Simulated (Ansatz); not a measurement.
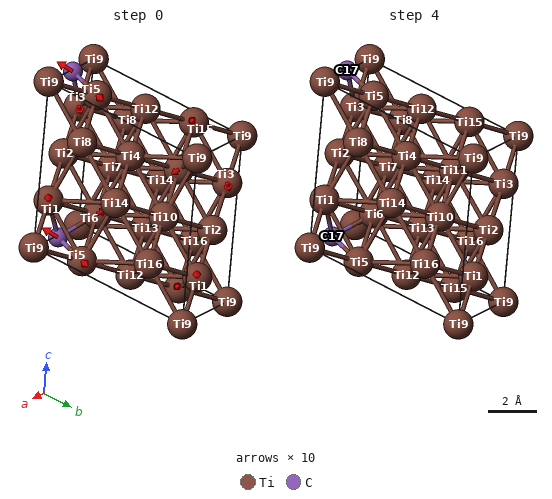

The structure of a defect cell of composition Ti16C before (left) and after (right) a relaxation, at one scale. The red arrows give the displacements, magnified 10 times.

A ball-and-stick model of the cell of the calculation, seen slightly off an axis.

Case: C interstitial, charge +0, atoms relaxed.

Method: Ansatz 0.2.0, DFT PBE, scalar-relativistic, plane waves, PAW.

Input file:
```yaml
crystal:
  lattice:
    - [-4.1120350457, -4.1120350457, -4.1120350457]
    - [-4.1120350457, 4.1120350457, 4.1120350457]
    - [4.1120350457, 4.1120350457, -4.1120350457]
  atoms:
    - { symbol: Ti, position: [0.75, 0.0, 0.25] }
    - { symbol: Ti, position: [0.5, 0.0, 0.5] }
    - { symbol: Ti, position: [0.25, 0.0, 0.75] }
    - { symbol: Ti, position: [0.75, 0.5, 0.75] }
    - { symbol: Ti, position: [0.75, 0.25, 0.0] }
    - { symbol: Ti, position: [0.5, 0.25, 0.25] }
    - { symbol: Ti, position: [0.25, 0.25, 0.5] }
    - { symbol: Ti, position: [0.0, 0.25, 0.75] }
    - { symbol: Ti, position: [0.0, 0.0, 0.0] }
    - { symbol: Ti, position: [0.75, 0.75, 0.5] }
    - { symbol: Ti, position: [0.5, 0.75, 0.75] }
    - { symbol: Ti, position: [0.5, 0.5, 0.0] }
    - { symbol: Ti, position: [0.25, 0.5, 0.25] }
    - { symbol: Ti, position: [0.0, 0.5, 0.5] }
    - { symbol: Ti, position: [0.25, 0.75, 0.0] }
    - { symbol: Ti, position: [0.0, 0.75, 0.25] }
    - { symbol: C, position: [0.5020023995, 0.0126924953, -0.0003267145] }
basis:
  ecutwfc: 420
  xc_grid: 2
kpoints:
  mp_grid: { grid: [4, 4, 4], shift: [0.5, 0.5, 0.5] }
hamiltonian:
  xc: pbe
scf:
  occupations: { method: gaussian, width: 0.1 }
output:
  forces: true
  stress: false
  eigenvalues: true
  write_density: true
  write_potential: true
  elf: true
  volumetric_format: npy
relax:
  adjacent_minimum: "off"
  f_tol: 0.02
  max_steps: 60
```

Launched with:
```bash
ansatz run input.yaml --threads 4 --pin off --max-ram 10240MiB --backend cpu --events-out ev --progress --plain --runs-dir out
```

**Describe what moved and what it gained.**

After 3 accepted moves (4 points after the start) the energy has fallen by 0.147 eV per cell of the calculation. The largest force component goes from 1.2 to 0.0032 eV/Å. 1 step only repeated the SCF at the same geometry. The atom that moves furthest is C17 (0.081 Å roughly along −b). Largest moves by element: C 0.081 Å, Ti 0.049 Å. The lattice vectors keep their values. Among the contacts that change: Ti5–C17 1.995 → 2.100 Å, Ti3–C17 2.012 → 2.100 Å, Ti11–Ti15 2.908 → 2.969 Å, Ti10–Ti11 2.908 → 2.877 Å. Among the angles between lasting bonds that change: Ti1–C17–Ti3 175.8° → 179.9°, Ti5–C17–Ti15 176.5° → 179.9°, Ti3–C17–Ti5 93.0° → 90.1°.

Limits of the set-up: the periodic images lie only 7.1 Å apart, so the values are limited by the cell's size.
